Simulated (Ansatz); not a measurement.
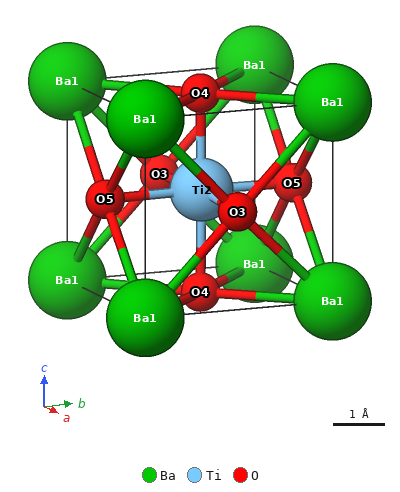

**Figure 1.** The structure as given in the input (ball-and-stick view of the cell of the calculation, seen slightly off an axis; atoms are numbered from 1 in the order of the input). An atom can appear more than once, as a periodic image.

## BaTiO$_{3}$: one change and its effect

System: BaTiO$_{3}$ (Amm2, 5 atoms in the cell).
Method of run A: DFT r2SCAN, scalar-relativistic, plane waves, PAW, no spin polarisation (Ansatz 0.2.0).

The structure derives from an entry of the Crystallography Open Database. Text and figures count atoms from 1; the logs count them from 0 in places.

### Input file, run A
```yaml
crystal:
  lattice:
    - [3.9841, 0.0, 0.0]
    - [0.0, 2.83705, 2.8458]
    - [0.0, -2.83705, 2.8458]
  atoms:
    - { symbol: Ba, position: [0.0, 0.0, 0.0] }
    - { symbol: Ti, position: [0.5, 0.5079, 0.5079] }
    - { symbol: O, position: [0.0, 0.4921, 0.4921] }
    - { symbol: O, position: [0.5, 0.50251, 0.99371] }
    - { symbol: O, position: [0.5, 0.99371, 0.50251] }
basis:
  ecutwfc: 500
kpoints:
  mp_grid: { grid: [8, 8, 8] }
hamiltonian:
  xc: r2scan
scf:
  occupations: { method: gaussian, width: 0.02 }
output:
  forces: true
  stress: true
  eigenvalues: true
relax:
  adjacent_minimum: "off"
  f_tol: 0.01
  max_steps: 60
  cell: { stress_tol: 0.05 }
```

Command:
```bash
ansatz run input.yaml --threads 1 --pin off --max-ram 2560MiB --backend cpu --events-out ev --progress --plain --runs-dir out
```

Hardware: 1 thread of Intel Xeon @ 2.50GHz (Skylake/Cascade Lake), 189 GiB of memory available, shared host.

### Output, shortened to warnings, some set-up lines, iterations and results (run A)
```
Basis set: ecut = 500 eV, 1639 PW (Γ), exchange–correlation on 120×120×120 points (64 copies of the dense FFT grid, shifted against one another)
Symmetry: 4 space group operations
k-points: 105 of 512 (time reversal used)
Initial density: superposition of atomic densities (neutral atoms: chi_scale 0, normalization atom), corrected by the library's trained network
[...]
SCF iter   1: F=—  HF=-10183.700139 eV  |F-HF|=—  |Δ(HF+E_count)|=         —  Δρ=2.18e-2  dr2=3.84e-1  dr2_τ=2.39e-1  ethr=1.77e-3  ⟨swp⟩=6.3  Hψ=13374  notcnv=0
SCF iter   2: F=—  HF=-10183.802828 eV  |F-HF|=—  |Δ(HF+E_count)|=   1.03e-1  Δρ=1.13e-2  dr2=5.11e-2  dr2_τ=2.10e-2  ethr=9.61e-4  ⟨swp⟩=3.3  Hψ=5784  notcnv=0  defer=105
SCF iter   3: F=—  HF=-10183.796024 eV  |F-HF|=—  |Δ(HF+E_count)|=   6.80e-3  Δρ=3.66e-3  dr2=5.84e-3  dr2_τ=4.26e-4  ethr=1.28e-4  ⟨swp⟩=2.1  Hψ=3902  notcnv=0  defer=105
SCF iter   4: F=—  HF=-10183.795239 eV  |F-HF|=—  |Δ(HF+E_count)|=   7.85e-4  Δρ=1.54e-3  dr2=1.08e-3  dr2_τ=1.69e-4  ethr=1.46e-5  ⟨swp⟩=2.0  Hψ=4605  notcnv=0  defer=105
SCF iter   5: F=—  HF=-10183.795083 eV  |F-HF|=—  |Δ(HF+E_count)|=   1.56e-4  Δρ=3.35e-4  dr2=5.58e-5  dr2_τ=4.39e-6  ethr=2.70e-6  ⟨swp⟩=2.8  Hψ=4038  notcnv=0  defer=105
[... 75 lines ...]
SCF iter   5: F=—  HF=-10183.835234 eV  |F-HF|=—  |Δ(HF+E_count)|=  1.58e-10  Δρ=6.09e-7  dr2=1.37e-10  dr2_τ=5.23e-11  ethr=1.62e-12  ⟨swp⟩=2.1  Hψ=4569  notcnv=0
SCF iter   6: F=—  HF=-10183.835234 eV  |F-HF|=—  |Δ(HF+E_count)|=  3.13e-10  Δρ=3.86e-7  dr2=9.15e-11  dr2_τ=1.19e-11  ethr=1.00e-12  ⟨swp⟩=4.6  Hψ=9447  notcnv=0
SCF iter   7: F=-10183.835234 eV  HF=-10183.835234 eV  |F-HF|=3.64e-12  |Δ(HF+E_count)|=  1.09e-11  Δρ=9.48e-8  dr2=2.26e-12  dr2_τ=9.74e-13  ethr=1.00e-12  ⟨swp⟩=3.3  …
SCF 10 converged in 7 iterations: F = -10183.835234 eV  dr2 = 2.26e-12
relax step  10: F+E_penalty+E_count = -10183.83523364 eV  Δ(F+E_penalty+E_count) = -3.449e-4 eV  max|allowed force component| = 8.116e-3 eV/Å  Δτ_max = 0.0000 Å  P = -0.015 …
basis re-selected at this cell: Δ(F+E_penalty+E_count) = -3.449e-4 eV, ΔP = +0.003 GPa vs the last step (what re-selecting the basis moved, of the pressure what is left beyond the Pulay correction that the steps carried, after the strain that the cell walked since its last selection, with what the …
SCF converged after 7 iterations
Free energy (F): -10183.835234 eV
Harris-Foulkes:  -10183.835234 eV  (|F-HF|=3.64e-12)
Internal energy: -10183.835234 eV  (E = F + TS)
E sigma→0 (E₀):  -10183.835234 eV
Fermi energy:    11.104714 eV
--- Per-component energies (eV) ---
  E_band       = -181.687679
  E_kinetic    = 974.132983
  E_local      = -2139.042463  (includes V_loc(G=0)·N_el)
  E_nonlocal   = 199.820054
  E_hartree    = 836.098440
  E_xc         = -475.251367
  E_vxc        = -604.271455  (∫ρ·V_xc dr)
  E_paw        = -6785.286230  (= ΣΔE_a)
  E_vpaw       = -321.386410  (= ΣTr[D̂ρ^β])
  E_aug_tail   = 0.003128  (compensation charges beyond the density's cutoff)
  E_vtau       = 36.859638  (kinetic-family band-sum trace: ∫τ·v_τ [+ j·A + Jᵃ·Aᵃ] dr)
  E_ewald      = -2794.030913
  E_core_change = -0.278864  (= ΣΔE_core)
  E_smearing   = -0.000000  (= −TS)
  E_closure    = 0.000000  (closes the sum)
  Σ components = -10183.835234   (vs F -10183.835234, Δ=0.00e0)
--- Forces (eV/Å), atoms counted from 1 ---
  atom   1  Ba     0.00000000    -0.00000000    -0.00530938
  atom   2  Ti    -0.00000000     0.00000000     0.00813882
  atom   3  O      0.00000000     0.00000000    -0.00219822
  atom   4  O      0.00000000    -0.00265045    -0.00025886
  atom   5  O     -0.00000000     0.00265045    -0.00025886
  max |Σ_I F_I| component: 1.13e-4 eV/Å
--- Stress (GPa, compression-positive) ---
       -0.012218       0.000000       0.000000
        0.000000      -0.023598      -0.000000
        0.000000      -0.000000      -0.010101
  P = ⅓ Tr σ = -0.0153 GPa (-0.153 kbar)
--- Relaxed structure (9 steps of the walk, 9 accepted, 1 SCFs on fresh bases) ---
  F+E_penalty+E_count = -10183.83523364 eV   max|allowed force component| = 8.116e-3 eV/Å   (the final SCF, on the basis selected at the relaxed cell)
  cell:  # Å, volume = 65.1192 Å³
    - [3.9634101709192096, -1.6517803480915583e-18, -1.055854049535126e-18]
    - [-1.9304065888708163e-18, 2.8582389199353933, 2.874164717172417]
[...]
```

The input of run B differs as follows (lines with − go, lines with + come):
```diff
-  mp_grid: { grid: [8, 8, 8] }
+  mp_grid: { grid: [2, 2, 2] }
```

How does run B compare with run A?

The free energy of run B is 33.8 meV per atom higher, which measures how much it depends on this numerical setting. The gap on the mesh goes from 2.66 to 3.40 eV. The volume per atom goes from 13.02 to 13.64 Å³. The SCF takes 88 iterations over all geometry steps against 65. The irreducible k-points go from 105 to 6. On the same kind of shared host run B took about 0.13 times as long.

### Output, shortened to warnings, some set-up lines, iterations and results (run B)
```
Basis set: ecut = 500 eV, 1639 PW (Γ), exchange–correlation on 120×120×120 points (64 copies of the dense FFT grid, shifted against one another)
Symmetry: 4 space group operations
k-points: 6 of 8
Initial density: superposition of atomic densities (neutral atoms: chi_scale 0, normalization atom), corrected by the library's trained network
[...]
SCF iter   1: F=—  HF=-10183.113247 eV  |F-HF|=—  |Δ(HF+E_count)|=         —  Δρ=3.25e-2  dr2=8.61e-1  dr2_τ=3.05e-1  ethr=1.77e-3  ⟨swp⟩=6.8  Hψ=766  notcnv=0
SCF iter   2: F=—  HF=-10183.119720 eV  |F-HF|=—  |Δ(HF+E_count)|=   6.47e-3  Δρ=1.47e-2  dr2=7.62e-2  dr2_τ=4.16e-2  ethr=1.77e-3  ⟨swp⟩=3.0  Hψ=311  notcnv=0  defer=6
SCF iter   3: F=—  HF=-10183.110704 eV  |F-HF|=—  |Δ(HF+E_count)|=   9.02e-3  Δρ=4.64e-3  dr2=8.73e-3  dr2_τ=6.79e-4  ethr=1.91e-4  ⟨swp⟩=2.2  Hψ=237  notcnv=0  defer=6
SCF iter   4: F=—  HF=-10183.110341 eV  |F-HF|=—  |Δ(HF+E_count)|=   3.63e-4  Δρ=1.76e-3  dr2=1.46e-3  dr2_τ=2.07e-4  ethr=2.18e-5  ⟨swp⟩=2.5  Hψ=255  notcnv=0  defer=6
SCF iter   5: F=—  HF=-10183.110160 eV  |F-HF|=—  |Δ(HF+E_count)|=   1.81e-4  Δρ=2.91e-4  dr2=3.77e-5  dr2_τ=3.27e-6  ethr=3.66e-6  ⟨swp⟩=2.2  Hψ=227  notcnv=0  defer=6
[... 102 lines ...]
SCF iter   5: F=—  HF=-10183.666153 eV  |F-HF|=—  |Δ(HF+E_count)|=  9.11e-10  Δρ=1.30e-6  dr2=9.77e-10  dr2_τ=1.72e-10  ethr=9.96e-12  ⟨swp⟩=2.0  Hψ=220  notcnv=0
SCF iter   6: F=—  HF=-10183.666153 eV  |F-HF|=—  |Δ(HF+E_count)|=  2.06e-10  Δρ=6.26e-7  dr2=1.75e-10  dr2_τ=4.95e-11  ethr=2.44e-12  ⟨swp⟩=1.2  Hψ=152  notcnv=0
SCF iter   7: F=-10183.666153 eV  HF=-10183.666153 eV  |F-HF|=7.28e-12  |Δ(HF+E_count)|=  2.15e-10  Δρ=2.08e-7  dr2=2.37e-11  dr2_τ=5.35e-12  ethr=1.00e-12  ⟨swp⟩=4.7  Hψ=549 …
SCF 12 converged in 7 iterations: F = -10183.666153 eV  dr2 = 2.37e-11
relax step  12: F+E_penalty+E_count = -10183.66615294 eV  Δ(F+E_penalty+E_count) = -1.694e-3 eV  max|allowed force component| = 1.208e-3 eV/Å  Δτ_max = 0.0000 Å  P = +0.016 …
basis re-selected at this cell: Δ(F+E_penalty+E_count) = -1.694e-3 eV, ΔP = +0.016 GPa vs the last step (what re-selecting the basis moved, of the pressure what is left beyond the Pulay correction that the steps carried, after the strain that the cell walked since its last selection, with what the …
SCF converged after 7 iterations
Free energy (F): -10183.666153 eV
Harris-Foulkes:  -10183.666153 eV  (|F-HF|=7.28e-12)
Internal energy: -10183.666153 eV  (E = F + TS)
E sigma→0 (E₀):  -10183.666153 eV
Fermi energy:    10.812568 eV
--- Per-component energies (eV) ---
  E_band       = -205.300165
  E_kinetic    = 974.069835
  E_local      = -2246.931842  (includes V_loc(G=0)·N_el)
  E_nonlocal   = 200.570198
  E_hartree    = 878.018225
  E_xc         = -474.645549
  E_vxc        = -603.759703  (∫ρ·V_xc dr)
  E_paw        = -6785.892342  (= ΣΔE_a)
  E_vpaw       = -322.398114  (= ΣTr[D̂ρ^β])
  E_aug_tail   = 0.003227  (compensation charges beyond the density's cutoff)
  E_vtau       = 37.109738  (kinetic-family band-sum trace: ∫τ·v_τ [+ j·A + Jᵃ·Aᵃ] dr)
  E_ewald      = -2728.579040
  E_core_change = -0.278864  (= ΣΔE_core)
  E_smearing   = -0.000000  (= −TS)
  E_closure    = 0.000000  (closes the sum)
  Σ components = -10183.666153   (vs F -10183.666153, Δ=0.00e0)
--- Forces (eV/Å), atoms counted from 1 ---
  atom   1  Ba     0.00000000    -0.00000000    -0.00012377
  atom   2  Ti     0.00000000    -0.00000000     0.00122485
  atom   3  O      0.00000000    -0.00000000     0.00012848
  atom   4  O      0.00000000     0.00056188    -0.00057307
  atom   5  O      0.00000000    -0.00056188    -0.00057307
  max |Σ_I F_I| component: 8.34e-5 eV/Å
--- Stress (GPa, compression-positive) ---
        0.004954       0.000000      -0.000000
        0.000000       0.023726      -0.000000
       -0.000000      -0.000000       0.020545
  P = ⅓ Tr σ = 0.0164 GPa (0.164 kbar)
--- Relaxed structure (11 steps of the walk, 10 accepted, 1 SCFs on fresh bases) ---
  F+E_penalty+E_count = -10183.66615294 eV   max|allowed force component| = 1.208e-3 eV/Å   (the final SCF, on the basis selected at the relaxed cell)
[...]
```

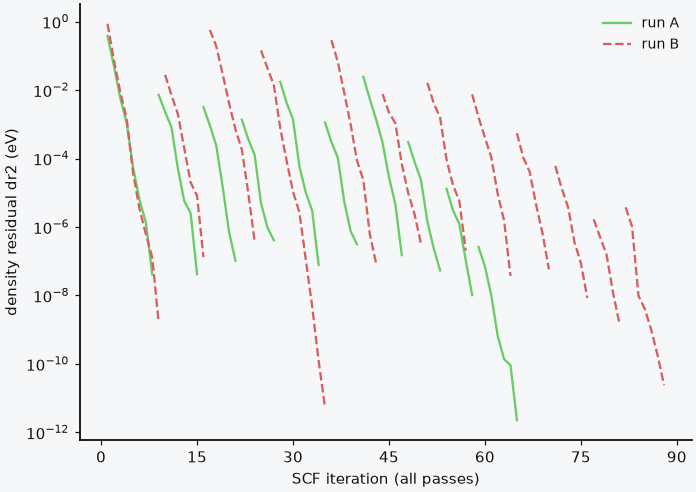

**Figure 2.** Convergence of the two runs: density residual dr2 against the SCF iteration. A break in a curve parts two SCF passes. Run A takes 65 iterations in all, and run B takes 88.

### The two runs side by side

| quantity | run A | run B |
| --- | --- | --- |
| outcome | converged | converged |
| free energy per atom (eV) | −2036.7670 | −2036.7332 |
| gap on the mesh (eV) | 2.66 | 3.40 |
| pressure (GPa) | −0.02 | 0.02 |
| volume per atom (Å³) | 13.02 | 13.64 |
| largest force (eV/Å) | 0.008 | 0.001 |
| SCF iterations | 65 | 88 |
| irreducible k-points | 105 | 6 |
| wall time (shared host) | 11 min | 83 s |

For run B: So coarse a mesh can miss the band edges, so the true gap of this method can be much smaller, or zero. The k-point mesh is coarse for a cell of this size, so the results may not be converged.
